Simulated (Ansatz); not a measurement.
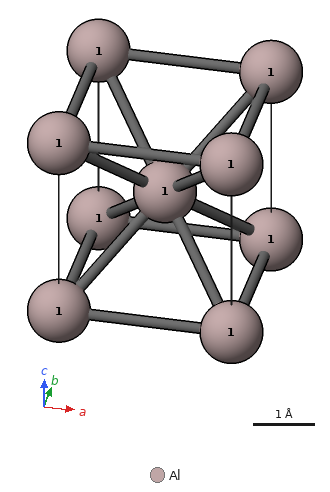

**Figure 1.** The input geometry (ball-and-stick view of the cell 2 times as large as that of the calculation, set on its symmetry axes, seen at an oblique angle; atoms are numbered from 1 in the order of the input). Near neighbours in the crystal (not all of them lie inside the picture): Al has 12 Al at 2.66 to 2.94 Å.

Single-point calculation of Al

System: Al (I4/mmm, 1 atom in the cell).
Method: DFT LDA+D3(BJ), scalar-relativistic, plane waves, PAW, PAW set soft_1, no spin polarisation (Ansatz 0.2.0).

The structure derives from an entry of the Crystallography Open Database. Figures and captions count atoms from 1; the log counts them from 0 in places.

Output
```
Warning: [file] the record states the generating functional pbe (its physics header spells it `PBE`), which answers neither for hamiltonian.xc's functional nor for the lda family's — results may be inconsistent (PPs are generated against a specific XC)
Warning: the engine holds no damping parameters fitted to this dispersion correction and functional, so the run takes those fitted to pbe (hamiltonian.dispersion, under Limitations)
Engine: ansatz 0.2.0, aarch64-unknown-linux-gnu
Pseudopotentials: kind: paw
Pseudopotential: Al, paw, valence charge 3, recommended cutoff 420 eV (normal), [file]
Functional definition: SPW92
  exchange = slater_x
  correlation = pw_c
Crystal: 1 atoms, lattice volume = 14.310 Å³
Basis set: ecut = 420 eV, 289 PW (Γ)
Bands: 6, of which v1, the nominal top of the filled ones, is band 2 counted from 1 (1 counted from 0)
Symmetry: 16 space group operations
Space group: I4/mmm (ITA 139), of the structure as read, at distance tolerance 2.4e-5 Å
k-points: 834 of 10648
Non-local potential: Al, projectors of the file, l = 0: 2, l = 1: 2, l = 2: 1
PAW form: soft (Blöchl's): semilocal exchange-correlation on the pseudo side does not see the compensation charge
PAW frozen core: Al, regenerated for the run's functional, and the local potential with it (the file was generated under x = pbe(κ = 0.804, μ = 0.2195149727645171), c = pbe(β = 0.06672455060314922))
PAW one-centre angular grid: Al, 110 points (default); XC on 64 Gauss nodes
Initial density: superposition of atomic densities (chi_scale 0.1, normalization cell)
Initial wavefunctions: pseudopotential atomic-orbital guess
Functional: x = slater, c = lda
SCF iter   1: F=—  HF=-513.198755 eV  |F-HF|=—  |Δ(HF+E_count)|=         —  Δρ=2.26e-2  dr2=7.43e-2  ethr=3.10e-3  ⟨swp⟩=4.3  Hψ=44063  notcnv=0
preconditioner: auto → none  [metal: Δε(μ)=0.008 eV  Ē_g=14.425 eV  σ=0.150 eV  W_gap=0.03  n_scr=0 (ndim 8)  ℏωp=17.0 eV  f_vac=0.000  D(μ)=0.37/eV (n_scr^D=0)]
SCF iter   2: F=—  HF=-513.144006 eV  |F-HF|=—  |Δ(HF+E_count)|=   5.47e-2  Δρ=1.07e-2  dr2=1.66e-2  ethr=2.48e-3  ⟨swp⟩=1.0  Hψ=11676  notcnv=0
SCF iter   3: F=—  HF=-513.127963 eV  |F-HF|=—  |Δ(HF+E_count)|=   1.60e-2  Δρ=2.22e-4  dr2=4.51e-6  ethr=5.55e-4  ⟨swp⟩=1.0  Hψ=4653  notcnv=0  defer=3
SCF iter   4: F=—  HF=-513.127962 eV  |F-HF|=—  |Δ(HF+E_count)|=   1.45e-6  Δρ=1.53e-5  dr2=1.98e-8  ethr=3.33e-9  ⟨swp⟩=9.8  Hψ=32600  notcnv=0
SCF iter   5: F=-513.127962 eV  HF=-513.127962 eV  |F-HF|=1.06e-11  |Δ(HF+E_count)|=   5.63e-9  Δρ=4.70e-7  dr2=2.36e-11  ethr=6.61e-10  ⟨swp⟩=4.4  Hψ=16022  notcnv=0
SCF 1 converged in 5 iterations: F = -513.127962 eV  dr2 = 2.36e-11
  greatest PAW one-centre occupation: 0.472 electrons in one spin orbital (limit 2), on the Al atom at site 0 (counted from 0), in its partial waves of l = 0
```

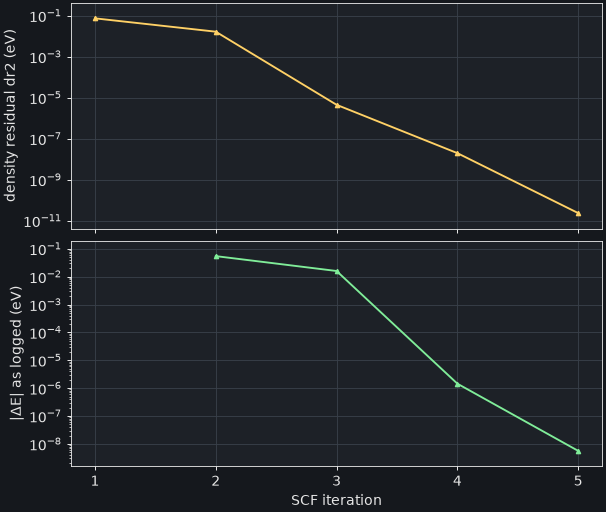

**Figure 2.** Convergence of the self-consistent field: density residual dr2 and size of the energy change against the SCF iteration. The residual falls at every step.

```
SCF converged after 5 iterations
Free energy (F): -513.127962 eV
Harris-Foulkes:  -513.127962 eV  (|F-HF|=1.06e-11)
Internal energy: -513.123813 eV  (E = F + TS)
E sigma→0 (E₀):  -513.125887 eV
Entropy (-TS):   -0.004149 eV (-4.149 meV/atom)
Fermi energy:    9.273617 eV
--- Per-component energies (eV) ---
  E_band       = 13.470109
  E_kinetic    = 24.762754
  E_local      = 12.150156  (includes V_loc(G=0)·N_el)
  E_nonlocal   = 11.169397
  E_hartree    = 0.100021
  E_xc         = -38.414243
  E_vxc        = -30.749981  (∫ρ·V_xc dr)
  E_paw        = -445.473193  (= ΣΔE_a)
  E_vpaw       = -4.062255  (= ΣTr[D̂ρ^β])
  E_aug_tail   = -0.000003  (compensation charges beyond the density's cutoff)
  E_ewald      = -77.084559
  E_disp       = -0.389859  (pairwise vdW)
  E_core_change = 0.055717  (= ΣΔE_core)
  E_smearing   = -0.004149  (= −TS)
  E_closure    = 0.000000  (closes the sum)
  Σ components = -513.127962   (vs F -513.127962, Δ=0.00e0)
--- Forces (eV/Å), atoms counted from 1 ---
  atom   1  Al     0.00000000     0.00000000    -0.00000000
  max |Σ_I F_I| component: 7.40e-32 eV/Å
--- Stress (GPa, compression-positive) ---
        5.074564       0.000000       0.000000
        0.000000       5.074564       0.000000
        0.000000       0.000000      12.070063
  P = ⅓ Tr σ = 7.4064 GPa (74.064 kbar)
--- Band table (eV; the first three rows and the last of 834) ---
  k-point 0: bands = ["-2.8265", "22.5064", "22.5064", "24.9274", "25.2291", "25.2291"]
  k-point 1: bands = ["-2.7634", "21.7957", "22.2794", "24.3402", "24.8774", "25.3727"]
  k-point 2: bands = ["-2.5743", "20.1462", "21.7657", "23.7691", "24.1715", "25.6326"]
  k-point 833: bands = ["9.2406", "10.8864", "12.6415", "12.6415", "12.8039", "17.0898"]
```

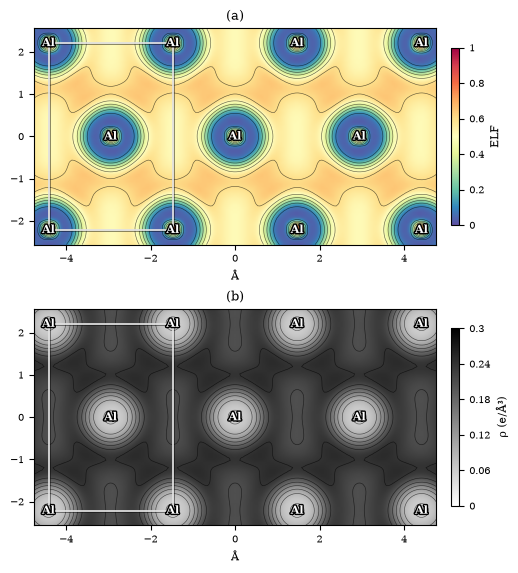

**Figure 3.** (a) ELF; (b) valence pseudo-density on the (011) plane of the conventional cell. Atoms in the plane: Al. Al–Al (2.66 Å): ρ at the midpoint is about 0.24 e/Å³; the ELF peaks at about 0.65 between the atoms. Away from the nuclei the density in this plane falls to 0.21 e/Å³ at its lowest. Core electrons are frozen (PAW), so the fields are smoothed inside the atomic spheres.

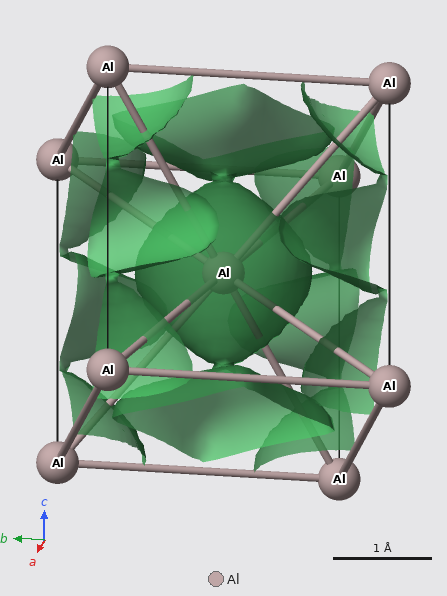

**Figure 4.** Isosurface of the ELF at 0.5 (green), seen at an oblique angle. Core shells and regions of very low density are left out. Sticks mark near contacts. The outline is the cell set on symmetry axes. Along the contacts the grid gives the following. Al–Al (2.66 Å): the ELF peaks at about 0.65 between the atoms. Al–Al (2.94 Å): the ELF is about 0.50 at the midpoint, as expected for metallic bonding.

This output came from the following input.

Input
```yaml
crystal:
  lattice:
    - [0.0, 2.0816560714, 1.6511695959]
    - [2.0816560714, 0.0, 1.6511695959]
    - [2.0816560714, 2.0816560714, 0.0]
  atoms:
    - { symbol: Al, position: [0.0, 0.0, 0.0] }
basis:
  ecutwfc: 420
kpoints:
  mp_grid: { grid: [22, 22, 22] }
hamiltonian:
  xc: lda
  pseudopotentials: { kind: paw, azcp: { folder: soft_1 } }
  dispersion: d3bj
scf:
  occupations: { method: gaussian, width: 0.15 }
output:
  forces: true
  stress: true
  eigenvalues: true
  write_density: true
  write_potential: true
  elf: true
  volumetric_format: npy
```

Launched with:
```bash
ansatz run input.yaml --threads 1 --pin off --max-ram 2048MiB --backend cpu --events-out ev --progress --plain --runs-dir out
```

Key numbers

```csv
quantity,value
outcome,converged
space group (tolerance 0.01 Å),I4/mmm (139)
electrons treated,3
free energy,−513.1280 eV
Fermi energy,9.274 eV
gap on the k-point mesh,none (metallic)
pressure,7.41 GPa
largest force (length of the vector),under 0.001 eV/Å
hardware,"1 thread of Arm Neoverse N1, 98 GiB of memory available, shared host"
wall time,12 s
peak memory,0.35 GiB
```

Notes on the run: the PAW datasets were made with another functional; the dispersion correction has no parameters fitted for this combination and takes those fitted for PBE.
